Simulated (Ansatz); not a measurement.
**GeSi$_{6}$: geometry relaxation (part 1 of 3)**

System: GeSi$_{6}$ (slab, 7 atoms in the cell).
Method: DFT PBEsol, scalar-relativistic, plane waves, PAW, spin-polarised (Ansatz 0.2.0).

The structure derives from a Materials Project entry. The input holds or restrains some coordinates. Forces given for the steps count only the free coordinates. It belongs to a series of runs on one base structure; here: Ge put at a top Si site.

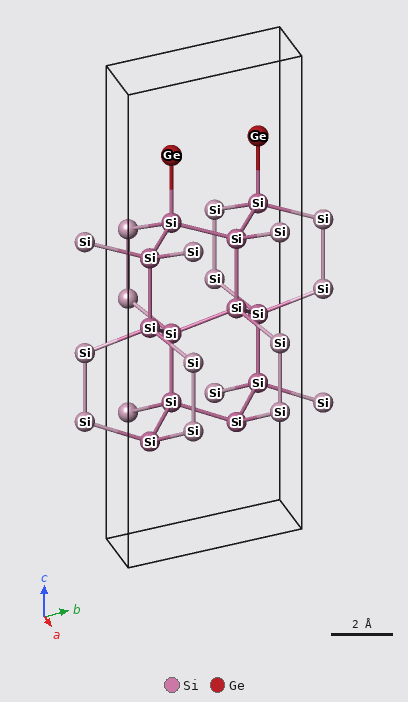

The structure as given in the input (ball-and-stick view of the 1 × 2 repeat of the cell, with the vacuum cut short, seen slightly off an axis; neighbours outside the cell are drawn fainter). An atom can appear more than once, as a periodic image. Near neighbours in the periodic cell (some may lie outside the picture): Si has 3 Si at 2.35 Å; Si has 4 Si at 2.31 to 2.39 Å; Si has 1 Ge at 2.32 Å and 3 Si at 2.31 Å; Ge has 1 Si at 2.32 Å.

Input:
```yaml
crystal:
  lattice:
    - [3.8248883482, 0.0, 0.0]
    - [-1.9124441741, 3.3124504762, 0.0]
    - [0.0, 0.0, 26.1211317575]
  atoms:
    - { symbol: Si, position: [0.6666666667, 0.3333333333, 0.3254070336] }
    - { symbol: Si, position: [0.3333333333, 0.6666666667, 0.3559122529] }
    - { symbol: Si, position: [0.3333333333, 0.6666666667, 0.4464642099] }
    - { symbol: Si, position: [0.6666666667, 0.3333333333, 0.4756407793] }
    - { symbol: Si, position: [0.6666666667, 0.3333333333, 0.5672640865] }
    - { symbol: Si, position: [0.3333333333, 0.6666666667, 0.5929366587] }
    - { symbol: Ge, position: [0.3333333333, 0.6666666667, 0.6817536373], spin: 2.0 }
basis:
  ecutwfc: 420
kpoints:
  mp_grid: { grid: [9, 9, 1] }
hamiltonian:
  xc: pbesol
scf:
  occupations: { method: gaussian, width: 0.05 }
output:
  forces: true
  eigenvalues: true
  populations: true
  write_density: true
  write_potential: true
  elf: true
  volumetric_format: npy
magnetization:
  spin_polarized: true
relax:
  adjacent_minimum: "off"
  f_tol: 0.03
  max_steps: 70
  constraints: [{ sites: [0, 1, 2] }]
efield:
  axis: 3
  dipole_correction: true
  ramp_width: 0.04
```

Launched with:
```bash
ansatz run input.yaml --threads 1 --pin off --max-ram 2560MiB --backend cpu --events-out ev --progress --plain --runs-dir out
```

Output:
```
Engine: ansatz 0.2.0, x86_64-unknown-linux-gnu
Pseudopotentials: kind: paw
Pseudopotential: Si, paw, valence charge 4, recommended cutoff 420 eV (normal), Si.paw.azcp
Pseudopotential: Ge, paw, valence charge 14, recommended cutoff 420 eV (normal), Ge.paw.azcp
Functional definition: PBEsol
  exchange = pbesol_x
  correlation = pbesol_c
Crystal: 7 atoms, lattice volume = 330.948 Å³
Basis set: ecut = 420 eV, 6459 PW (Γ), exchange–correlation on 54×54×360 points (8 copies of the dense FFT grid, shifted against one another)
Bands: 27, of which v1, the nominal top of the filled ones, is band 19 counted from 1 (18 counted from 0)
Symmetry: 6 space group operations
k-points: 12 of 81 (time reversal used)
Non-local potential: Si, projectors of the file, l = 0: 2, l = 1: 2, l = 2: 2
Non-local potential: Ge, projectors of the file, l = 0: 2, l = 1: 2, l = 2: 3, l = 3: 1
PAW form: soft (Blöchl's): semilocal exchange-correlation on the pseudo side does not see the compensation charge
PAW frozen core: Si, regenerated for the run's functional, and the local potential with it (the file was generated under x = pbe(κ = 0.804, μ = 0.2195149727645171), c = pbe(β = 0.06672455060314922))
PAW frozen core: Ge, regenerated for the run's functional, and the local potential with it (the file was generated under x = pbe(κ = 0.804, μ = 0.2195149727645171), c = pbe(β = 0.06672455060314922))
PAW one-centre angular grid: Si, 110 points (default); XC on 64 Gauss nodes
PAW one-centre angular grid: Ge, 590 points (default); XC on 64 Gauss nodes
Initial density: superposition of atomic densities (neutral atoms: chi_scale 0, normalization atom)
Starting moments: Σ|m| = 2 μB on 1 of 7 sites
Initial wavefunctions: pseudopotential atomic-orbital guess
Functional: x = pbesol(κ = 0.804, μ = 0.12345679012345678), c = pbesol(β = 0.046)
SCF iter   1: F=—  HF=-7979.618252 eV  |F-HF|=—  |Δ(HF+E_count)|=         —  Δρ=5.33e-2 (↑5.33e-2 ↓5.17e-2)  dr2=9.69e0  dr2_m=7.74e0  M=0.354 μB ∫|m|=0.370 μB  β_m=0.30  ethr=3.10e-3  p=-0.000 e·Å  D=-7.54e-6 V/Å  ΔV_dip=0.00 eV  dr2_dipole=3.07e0  V_vac-E_F(+/−)=6.25/6.25 eV  ⟨swp⟩=10.3  Hψ=4140  notcnv=0  defer=1
efield: sawtooth ramp at fractional position 0.9836 (placed from the atoms, in the widest stretch of the axis that holds none; the zero of the levels goes with the place), width 0.0400; the density the first Hamiltonian is built on has a dipole p = -0.000 e·Å; the dipole correction subtracts the counter field D = -7.54e-6 V/Å, which shifts the + side's vacuum level by +0.00 eV against the − side's; the planar-averaged density in the ramp window peaks in size at 6.8e-6 e/Å³
preconditioner: auto → LDOS  [metal: Δε(μ)=0.010 eV  Ē_g=7.677 eV  σ=0.050 eV  W_gap=0.11  n_scr=20 (ndim 8)  ℏωp=10.8 eV  f_vac=0.482  D(μ)=6.40/eV (n_scr^D=14)]
spin=Collinear: LDOS preconditioning applied to the charge; magnetization (m = ρ↑ − ρ↓) channel mixes plain (no charge-response kernel on spin).
SCF iter   2: F=—  HF=-7979.463342 eV  |F-HF|=—  |Δ(HF+E_count)|=   1.55e-1  Δρ=3.75e-2 (↑3.75e-2 ↓3.65e-2)  dr2=4.86e0  dr2_m=3.84e0  M=0.377 μB ∫|m|=0.388 μB  β_m=0.30  ethr=3.10e-3  p=0.005 e·Å  D=2.65e-3 V/Å  ΔV_dip=-0.07 eV  dr2_dipole=1.02e0  V_vac-E_F(+/−)=6.02/6.09 eV  ⟨swp⟩=1.0  Hψ=840  notcnv=0  defer=2  κ⁻¹=1.0e0(r=1)
SCF iter   3: F=—  HF=-7979.171665 eV  |F-HF|=—  |Δ(HF+E_count)|=   2.92e-1  Δρ=2.54e-2 (↑2.54e-2 ↓2.54e-2)  dr2=1.27e0  dr2_m=1.92e0  M=0.438 μB ∫|m|=0.445 μB  β_m=0.30  ethr=3.10e-3  p=0.012 e·Å  D=6.77e-3 V/Å  ΔV_dip=-0.18 eV  dr2_dipole=2.79e-3  V_vac-E_F(+/−)=5.56/5.74 eV  ⟨swp⟩=3.3  Hψ=1084  notcnv=0  defer=2  κ⁻¹=3.9e-3(r=2)
SCF iter   4: F=—  HF=-7979.166409 eV  |F-HF|=—  |Δ(HF+E_count)|=   5.26e-3  Δρ=1.80e-2 (↑1.80e-2 ↓1.78e-2)  dr2=4.66e-1  dr2_m=9.58e-1  M=0.541 μB ∫|m|=0.545 μB  β_m=0.30  ethr=3.10e-3  p=0.008 e·Å  D=4.43e-3 V/Å  ΔV_dip=-0.12 eV  dr2_dipole=1.27e-1  V_vac-E_F(+/−)=5.22/5.33 eV  ⟨swp⟩=1.8  Hψ=869  notcnv=0  defer=49  κ⁻¹=1.3e-3(r=3)
SCF iter   5: F=—  HF=-7979.199011 eV  |F-HF|=—  |Δ(HF+E_count)|=   3.26e-2  Δρ=1.27e-2 (↑1.27e-2 ↓1.27e-2)  dr2=1.92e-1  dr2_m=4.81e-1  M=0.664 μB ∫|m|=0.666 μB  β_m=0.30  ethr=1.23e-3  p=-0.004 e·Å  D=-2.37e-3 V/Å  ΔV_dip=0.06 eV  dr2_dipole=7.98e-2  V_vac-E_F(+/−)=5.16/5.10 eV  ⟨swp⟩=2.0  Hψ=695  notcnv=0  defer=58  κ⁻¹=4.5e-4(r=4)
SCF iter   6: F=—  HF=-7979.221500 eV  |F-HF|=—  |Δ(HF+E_count)|=   2.25e-2  Δρ=9.26e-3 (↑8.98e-3 ↓9.26e-3)  dr2=7.95e-2  dr2_m=2.45e-1  M=0.781 μB ∫|m|=0.782 μB  β_m=0.30  ethr=5.06e-4  p=-0.027 e·Å  D=-1.46e-2 V/Å  ΔV_dip=0.38 eV  dr2_dipole=3.01e-2  V_vac-E_F(+/−)=5.27/4.89 eV  ⟨swp⟩=1.9  Hψ=668  notcnv=0  defer=58  κ⁻¹=1.0e-4(r=5)
SCF iter   7: F=—  HF=-7979.245383 eV  |F-HF|=—  |Δ(HF+E_count)|=   2.39e-2  Δρ=6.54e-3 (↑6.43e-3 ↓6.54e-3)  dr2=8.58e-2  dr2_m=1.26e-1  M=0.827 μB ∫|m|=0.830 μB  β_m=0.30  ethr=2.09e-4  p=-0.038 e·Å  D=-2.05e-2 V/Å  ΔV_dip=0.54 eV  dr2_dipole=5.41e-2  V_vac-E_F(+/−)=5.30/4.76 eV  ⟨swp⟩=2.3  Hψ=796  notcnv=0  defer=58  κ⁻¹=4.9e-5(r=6)
SCF iter   8: F=—  HF=-7979.264178 eV  |F-HF|=—  |Δ(HF+E_count)|=   1.88e-2  Δρ=4.68e-3 (↑4.64e-3 ↓4.68e-3)  dr2=3.25e-2  dr2_m=6.50e-2  M=0.870 μB ∫|m|=0.874 μB  β_m=1.20  ethr=2.09e-4  p=-0.042 e·Å  D=-2.31e-2 V/Å  ΔV_dip=0.60 eV  dr2_dipole=1.67e-2  V_vac-E_F(+/−)=5.36/4.76 eV  ⟨swp⟩=1.4  Hψ=684  notcnv=0  defer=58
Mixer restart at iter 8: flushing history
spin-set hold released at iteration 8 (site moments contracting): the magnetisation degrees of freedom join the quasi-Newton model from the next iteration; the mixer history was flushed
SCF iter   9: F=—  HF=-7979.274511 eV  |F-HF|=—  |Δ(HF+E_count)|=   1.03e-2  Δρ=1.25e-3 (↑8.87e-4 ↓1.25e-3)  dr2=4.03e-2  dr2_m=2.82e-3  M=0.903 μB ∫|m|=0.916 μB  β_m=0.31  ethr=8.56e-5  p=-0.043 e·Å  D=-2.34e-2 V/Å  ΔV_dip=0.61 eV  dr2_dipole=2.21e-2  V_vac-E_F(+/−)=5.37/4.76 eV  ⟨swp⟩=2.6  Hψ=1112  notcnv=0  defer=55
density mixer auto → msr1: a metal under ldos (density of states about μ 0.72 of a free-electron gas's, 20 screened modes)
SCF iter  10: F=—  HF=-7979.288171 eV  |F-HF|=—  |Δ(HF+E_count)|=   1.37e-2  Δρ=8.62e-4 (↑5.78e-4 ↓8.62e-4)  dr2=2.13e-2  dr2_m=1.27e-3  M=0.908 μB ∫|m|=0.923 μB  β_m=0.65  ethr=8.56e-5  p=-0.044 e·Å  D=-2.39e-2 V/Å  ΔV_dip=0.62 eV  dr2_dipole=1.13e-2  V_vac-E_F(+/−)=5.37/4.75 eV  ⟨swp⟩=1.0  Hψ=653  notcnv=0  defer=55
SCF iter  11: F=—  HF=-7979.301477 eV  |F-HF|=—  |Δ(HF+E_count)|=   1.33e-2  Δρ=1.36e-4 (↑1.36e-4 ↓1.27e-4)  dr2=5.30e-4  dr2_m=4.16e-5  M=0.924 μB ∫|m|=0.942 μB  β_m=0.74  ethr=5.61e-5  p=-0.045 e·Å  D=-2.47e-2 V/Å  ΔV_dip=0.64 eV  dr2_dipole=6.40e-5  V_vac-E_F(+/−)=5.37/4.73 eV  ⟨swp⟩=1.9  Hψ=651  notcnv=0  defer=56
SCF iter  12: F=—  HF=-7979.301613 eV  |F-HF|=—  |Δ(HF+E_count)|=   1.37e-4  Δρ=8.66e-5 (↑8.66e-5 ↓7.48e-5)  dr2=2.72e-4  dr2_m=1.50e-5  M=0.921 μB ∫|m|=0.941 μB  β_m=0.87  ethr=1.39e-6  p=-0.045 e·Å  D=-2.46e-2 V/Å  ΔV_dip=0.64 eV  dr2_dipole=4.83e-5  V_vac-E_F(+/−)=5.37/4.73 eV  ⟨swp⟩=2.2  Hψ=970  notcnv=0  defer=56
SCF iter  13: F=—  HF=-7979.301682 eV  |F-HF|=—  |Δ(HF+E_count)|=   6.84e-5  Δρ=4.44e-5 (↑4.44e-5 ↓3.87e-5)  dr2=6.58e-5  dr2_m=1.29e-6  M=0.914 μB ∫|m|=0.935 μB  β_m=0.71  ethr=7.15e-7  p=-0.045 e·Å  D=-2.45e-2 V/Å  ΔV_dip=0.64 eV  dr2_dipole=1.87e-5  V_vac-E_F(+/−)=5.37/4.73 eV  ⟨swp⟩=2.2  Hψ=1042  notcnv=0  defer=56
SCF iter  14: F=—  HF=-7979.301668 eV  |F-HF|=—  |Δ(HF+E_count)|=   1.33e-5  Δρ=2.53e-5 (↑2.53e-5 ↓2.34e-5)  dr2=2.00e-6  dr2_m=1.61e-6  M=0.910 μB ∫|m|=0.931 μB  β_m=0.82  ethr=5.92e-8  p=-0.045 e·Å  D=-2.45e-2 V/Å  ΔV_dip=0.64 eV  dr2_dipole=1.62e-8  V_vac-E_F(+/−)=5.37/4.73 eV  ⟨swp⟩=21.3  Hψ=6789  notcnv=0
SCF iter  15: F=—  HF=-7979.301675 eV  |F-HF|=—  |Δ(HF+E_count)|=   6.98e-6  Δρ=1.48e-5 (↑1.48e-5 ↓1.41e-5)  dr2=6.10e-7  dr2_m=6.10e-7  M=0.906 μB ∫|m|=0.927 μB  β_m=0.91  ethr=5.26e-9  p=-0.045 e·Å  D=-2.46e-2 V/Å  ΔV_dip=0.64 eV  dr2_dipole=1.86e-7  V_vac-E_F(+/−)=5.37/4.73 eV  ⟨swp⟩=13.0  Hψ=5385  notcnv=0
SCF iter  16: F=—  HF=-7979.301679 eV  |F-HF|=—  |Δ(HF+E_count)|=   4.08e-6  Δρ=1.06e-5 (↑9.52e-6 ↓1.06e-5)  dr2=8.27e-7  dr2_m=2.92e-7  M=0.902 μB ∫|m|=0.923 μB  β_m=0.96  ethr=1.60e-9  p=-0.045 e·Å  D=-2.46e-2 V/Å  ΔV_dip=0.64 eV  dr2_dipole=5.02e-7  V_vac-E_F(+/−)=5.37/4.73 eV  ⟨swp⟩=12.5  Hψ=5233  notcnv=0
SCF iter  17: F=—  HF=-7979.301682 eV  |F-HF|=—  |Δ(HF+E_count)|=   3.11e-6  Δρ=5.89e-6 (↑5.20e-6 ↓5.89e-6)  dr2=2.13e-7  dr2_m=8.16e-8  M=0.898 μB ∫|m|=0.919 μB  β_m=0.95  ethr=1.60e-9  p=-0.045 e·Å  D=-2.46e-2 V/Å  ΔV_dip=0.64 eV  dr2_dipole=9.15e-9  V_vac-E_F(+/−)=5.37/4.73 eV  ⟨swp⟩=13.0  Hψ=5399  notcnv=0
SCF iter  18: F=-7979.301683 eV  HF=-7979.301683 eV  |F-HF|=7.59e-8  |Δ(HF+E_count)|=   8.08e-7  Δρ=3.47e-6 (↑3.24e-6 ↓3.47e-6)  dr2=2.40e-8  dr2_m=3.22e-8  M=0.895 μB ∫|m|=0.917 μB  ethr=5.60e-10  p=-0.045 e·Å  D=-2.46e-2 V/Å  ΔV_dip=0.64 eV  dr2_dipole=2.91e-9  V_vac-E_F(+/−)=5.37/4.73 eV  ⟨swp⟩=11.2  Hψ=4896  notcnv=0
SCF 1 converged in 18 iterations: F = -7979.301683 eV  dr2 = 2.40e-8
  greatest PAW one-centre occupation: 0.998 electrons in one spin orbital (limit 2), on the Ge atom at site 6 (counted from 0), in its partial waves of l = 2
relax step   1: F+E_penalty+E_count = -7979.30168328 eV  Δ(F+E_penalty+E_count) = +0.000e0 eV  max|allowed force component| = 1.130e0 eV/Å  Δτ_max = 0.0000 Å  (18 SCF iters, dr2 threshold 2.25e-5 eV, accepted)
Initial density: handed on by an earlier stage of this run
Starting moments: Σ|m| = 2 μB on 1 of 7 sites; this step starts from the density that it was given
Initial wavefunctions: those handed on with the density
iter 1 solved again at ethr=1.74e-4 eV; its pass at ethr=3.10e-3 eV (dr2=6.60e-2 eV) is discarded
```
